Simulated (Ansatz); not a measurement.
## What a change does: single-point calculation on W

System: W (1 atom in the cell).
Method of run 1: DFT PBE, scalar-relativistic, plane waves, PAW, no spin polarisation (Ansatz 0.2.0).

The structure derives from an entry of the Crystallography Open Database. Text and figures count atoms from 1; the logs count them from 0 in places.

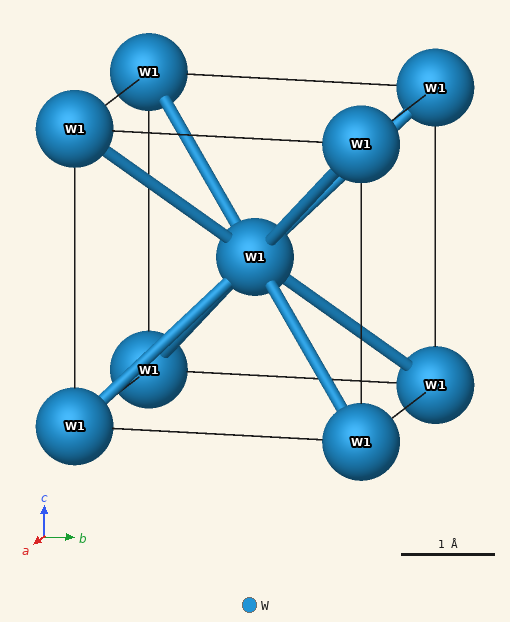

Fig. 1: The input geometry (ball-and-stick view of the cell 2 times as large as that of the calculation, set on its symmetry axes, seen slightly off an axis; atoms are numbered from 1 in the order of the input). Near neighbours in the crystal (not all of them lie inside the picture): W has 8 W at 2.77 Å.

**Input, run 1**
```yaml
crystal:
  lattice:
    - [-1.6372325, 1.5573675, 1.5973]
    - [1.6372325, -1.5573675, 1.5973]
    - [1.6372325, 1.5573675, -1.5973]
  atoms:
    - { symbol: W, position: [0.0, 0.0, 0.0] }
basis:
  ecutwfc: 420
kpoints:
  mp_grid: { grid: [20, 20, 20] }
hamiltonian:
  xc: pbe
scf:
  occupations: { method: gaussian, width: 0.15 }
output:
  forces: true
  stress: true
  eigenvalues: true
  write_density: true
  write_potential: true
  elf: true
  volumetric_format: npy
```

Launched with:
```bash
ansatz run input.yaml --threads 1 --pin off --max-ram 2560MiB --backend cpu --events-out ev --progress --plain --runs-dir out
```

Hardware: 1 thread of Arm Neoverse V2, 24 GiB of memory available, shared host.

**Output, shortened to warnings, some set-up lines, iterations and results (run 1)**
```
Basis set: ecut = 420 eV, 321 PW (Γ), exchange–correlation on 40×40×40 points (8 copies of the dense FFT grid, shifted against one another)
Symmetry: 8 space group operations
k-points: 1166 of 8000
Initial density: superposition of atomic densities (neutral atoms: chi_scale 0, normalization atom), corrected by the library's trained network
[...]
SCF iter   1: F=—  HF=-10384.806929 eV  |F-HF|=—  |Δ(HF+E_count)|=         —  Δρ=2.23e-3  dr2=3.01e-4  ethr=1.77e-3  ⟨swp⟩=5.0  Hψ=67699  notcnv=0
SCF iter   2: F=—  HF=-10384.806619 eV  |F-HF|=—  |Δ(HF+E_count)|=   3.09e-4  Δρ=1.10e-3  dr2=5.96e-5  ethr=2.15e-6  ⟨swp⟩=2.3  Hψ=26890  notcnv=0
SCF iter   3: F=—  HF=-10384.806649 eV  |F-HF|=—  |Δ(HF+E_count)|=   2.93e-5  Δρ=1.71e-4  dr2=3.38e-6  ethr=4.26e-7  ⟨swp⟩=2.2  Hψ=18997  notcnv=0
SCF iter   4: F=-10384.806648 eV  HF=-10384.806647 eV  |F-HF|=1.16e-7  |Δ(HF+E_count)|=   1.19e-6  Δρ=5.17e-5  dr2=9.95e-8  ethr=2.42e-8  ⟨swp⟩=2.0  Hψ=18810  notcnv=0
SCF iter   5: F=-10384.806648 eV  HF=-10384.806648 eV  |F-HF|=1.36e-9  |Δ(HF+E_count)|=   1.21e-7  Δρ=7.66e-6  dr2=3.74e-9  ethr=7.11e-10  ⟨swp⟩=2.1  Hψ=19432  notcnv=0
SCF iter   6: F=-10384.806648 eV  HF=-10384.806648 eV  |F-HF|=1.09e-11  |Δ(HF+E_count)|=   1.98e-9  Δρ=6.94e-7  dr2=3.42e-11  ethr=2.67e-11  ⟨swp⟩=5.0  Hψ=65118  notcnv=0
SCF 1 converged in 6 iterations: F = -10384.806648 eV  dr2 = 3.42e-11
SCF converged after 6 iterations
Free energy (F): -10384.806648 eV
Harris-Foulkes:  -10384.806648 eV  (|F-HF|=1.09e-11)
Internal energy: -10384.801969 eV  (E = F + TS)
E sigma→0 (E₀):  -10384.804308 eV
Entropy (-TS):   -0.004678 eV (-4.678 meV/atom)
Fermi energy:    21.954903 eV
--- Per-component energies (eV) ---
  E_band       = -90.766700
  E_kinetic    = 449.029375
  E_local      = -617.598419  (includes V_loc(G=0)·N_el)
  E_nonlocal   = 0.221583
  E_hartree    = 220.409249
  E_xc         = -266.664671
  E_vxc        = -238.422988  (∫ρ·V_xc dr)
  E_paw        = -8562.344639  (= ΣΔE_a)
  E_vpaw       = -124.814817  (= ΣTr[D̂ρ^β])
  E_aug_tail   = -0.000064  (compensation charges beyond the density's cutoff)
  E_ewald      = -1607.854383
  E_smearing   = -0.004678  (= −TS)
  E_closure    = -0.000000  (closes the sum)
  Σ components = -10384.806648   (vs F -10384.806648, Δ=0.00e0)
--- Forces (eV/Å), atoms counted from 1 ---
  atom   1  W      0.00000000     0.00000000    -0.00000000
  max |Σ_I F_I| component: 7.40e-32 eV/Å
--- Stress (GPa, compression-positive) ---
      -10.399867       0.000000       0.000000
        0.000000       5.634386      -0.000000
        0.000000      -0.000000      -2.995775
  P = ⅓ Tr σ = -2.5871 GPa (-25.871 kbar)
```

For run 2 the input was changed thus:
```diff
-    - [-1.6372325, 1.5573675, 1.5973]
-    - [1.6372325, -1.5573675, 1.5973]
-    - [1.6372325, 1.5573675, -1.5973]
+    - [-1.7170975, 1.4775025, 1.5973]
+    - [1.7170975, -1.4775025, 1.5973]
+    - [1.7170975, 1.4775025, -1.5973]
```

Predict how the results change.

With the same functional and potentials, run 2 lies 146.1 meV per atom higher. The pressure goes from −2.59 to 1.10 GPa. The volume per atom goes from 16.29 to 16.21 Å³. The number of SCF iterations is the same.

**Output, shortened to warnings, some set-up lines, iterations and results (run 2)**
```
Basis set: ecut = 420 eV, 321 PW (Γ), exchange–correlation on 40×40×40 points (8 copies of the dense FFT grid, shifted against one another)
Symmetry: 8 space group operations
k-points: 1166 of 8000
Initial density: superposition of atomic densities (neutral atoms: chi_scale 0, normalization atom), corrected by the library's trained network
[...]
SCF iter   1: F=—  HF=-10384.661006 eV  |F-HF|=—  |Δ(HF+E_count)|=         —  Δρ=4.06e-3  dr2=1.08e-3  ethr=1.77e-3  ⟨swp⟩=5.0  Hψ=68328  notcnv=0
SCF iter   2: F=—  HF=-10384.660542 eV  |F-HF|=—  |Δ(HF+E_count)|=   4.64e-4  Δρ=1.88e-3  dr2=1.72e-4  ethr=7.73e-6  ⟨swp⟩=1.9  Hψ=24212  notcnv=0
SCF iter   3: F=—  HF=-10384.660574 eV  |F-HF|=—  |Δ(HF+E_count)|=   3.25e-5  Δρ=2.79e-4  dr2=4.36e-6  ethr=1.23e-6  ⟨swp⟩=2.0  Hψ=18658  notcnv=0
SCF iter   4: F=—  HF=-10384.660574 eV  |F-HF|=—  |Δ(HF+E_count)|=   1.06e-7  Δρ=5.70e-5  dr2=3.17e-7  ethr=3.11e-8  ⟨swp⟩=2.2  Hψ=19004  notcnv=0
SCF iter   5: F=-10384.660574 eV  HF=-10384.660574 eV  |F-HF|=6.97e-10  |Δ(HF+E_count)|=   4.26e-8  Δρ=7.03e-6  dr2=4.56e-9  ethr=2.26e-9  ⟨swp⟩=2.8  Hψ=20177  notcnv=0
SCF iter   6: F=-10384.660574 eV  HF=-10384.660574 eV  |F-HF|=6.55e-11  |Δ(HF+E_count)|=  2.64e-10  Δρ=1.14e-6  dr2=1.09e-10  ethr=3.26e-11  ⟨swp⟩=5.1  Hψ=64873  notcnv=0
SCF 1 converged in 6 iterations: F = -10384.660574 eV  dr2 = 1.09e-10
SCF converged after 6 iterations
Free energy (F): -10384.660574 eV
Harris-Foulkes:  -10384.660574 eV  (|F-HF|=6.55e-11)
Internal energy: -10384.654392 eV  (E = F + TS)
E sigma→0 (E₀):  -10384.657483 eV
Entropy (-TS):   -0.006182 eV (-6.182 meV/atom)
Fermi energy:    22.043501 eV
--- Per-component energies (eV) ---
  E_band       = -88.777007
  E_kinetic    = 449.469304
  E_local      = -615.423659  (includes V_loc(G=0)·N_el)
  E_nonlocal   = 0.385823
  E_hartree    = 220.103932
  E_xc         = -266.761086
  E_vxc        = -238.553736  (∫ρ·V_xc dr)
  E_paw        = -8562.400491  (= ΣΔE_a)
  E_vpaw       = -124.862803  (= ΣTr[D̂ρ^β])
  E_aug_tail   = -0.000059  (compensation charges beyond the density's cutoff)
  E_ewald      = -1610.028156
  E_smearing   = -0.006182  (= −TS)
  E_closure    = 0.000000  (closes the sum)
  Σ components = -10384.660574   (vs F -10384.660574, Δ=0.00e0)
--- Forces (eV/Å), atoms counted from 1 ---
  atom   1  W      0.00000000     0.00000000    -0.00000000
  max |Σ_I F_I| component: 2.47e-32 eV/Å
--- Stress (GPa, compression-positive) ---
      -16.745695       0.000000       0.000000
        0.000000      22.609718       0.000000
        0.000000       0.000000      -2.556873
  P = ⅓ Tr σ = 1.1024 GPa (11.024 kbar)
```

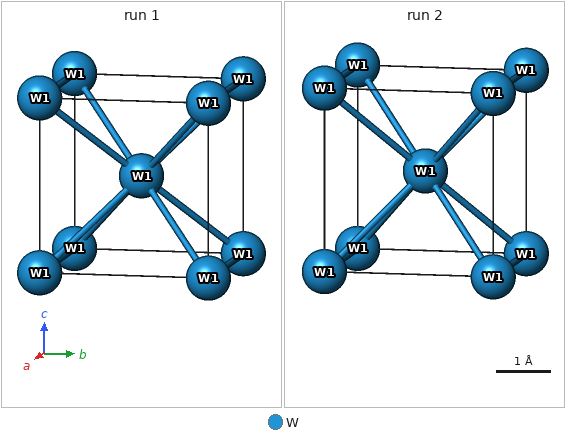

Fig. 2: The two input geometries at one scale (ball-and-stick view of the cell 2 times as large as that of the calculation, set on its symmetry axes, seen slightly off an axis). The atoms keep their places relative to the cell (all moves are under 0.005 Å). The volume changes by −0.5 %, with a 3.115 → 2.955 Å (−5.1 %), b stays at 3.195 Å, c 3.274 → 3.434 Å (+4.9 %). Among the contacts that change: W1–W1 3.115 → 2.955 Å.

**The two runs side by side**

| quantity | run 1 | run 2 |
| --- | --- | --- |
| outcome | converged | converged |
| free energy per atom (eV) | −10384.8066 | −10384.6606 |
| energy per atom, smearing taken to zero (eV) | −10384.8043 | −10384.6575 |
| gap on the mesh (eV) | 0.00 | 0.00 |
| pressure (GPa) | −2.59 | 1.10 |
| volume per atom (Å³) | 16.29 | 16.21 |
| largest force (eV/Å) | 0.000 | 0.000 |
| SCF iterations | 6 | 6 |
| irreducible k-points | 1166 | 1166 |
| plane waves at Γ | 321 | 321 |
| wall time (shared host) | 11 s | 11 s |

For both runs: Spin–orbit coupling is left out, which matters for W.
